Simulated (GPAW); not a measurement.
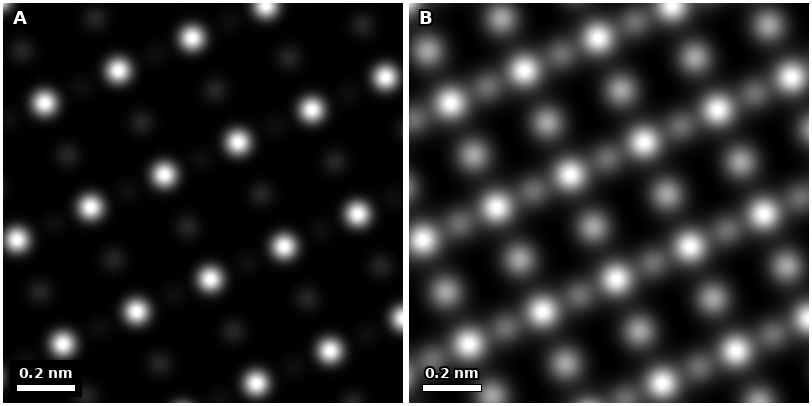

Two simulated images of the same area of KTaO3 (Pm-3m, No. 221) along [110], with a probe of 0.73 Å. One is incoherent Z contrast (Z^1.6 per atom), the other the projected potential of neutral atoms blurred by the probe (iDPC-like, thin sample). Brightness is counted from the darkest point of the image. Model: an entry of the Crystallography Open Database, as set up for an electronic-structure calculation.

> Which panel is which, and how can one tell?

A is the Z-contrast image and B the potential image. The columns of 2 O per repeat reach about 6 % of the brightest peak (1 Ta) in A but about 43 % in B, mainly since the potential grows much more slowly with atomic number. The O columns show clearly in B alone.
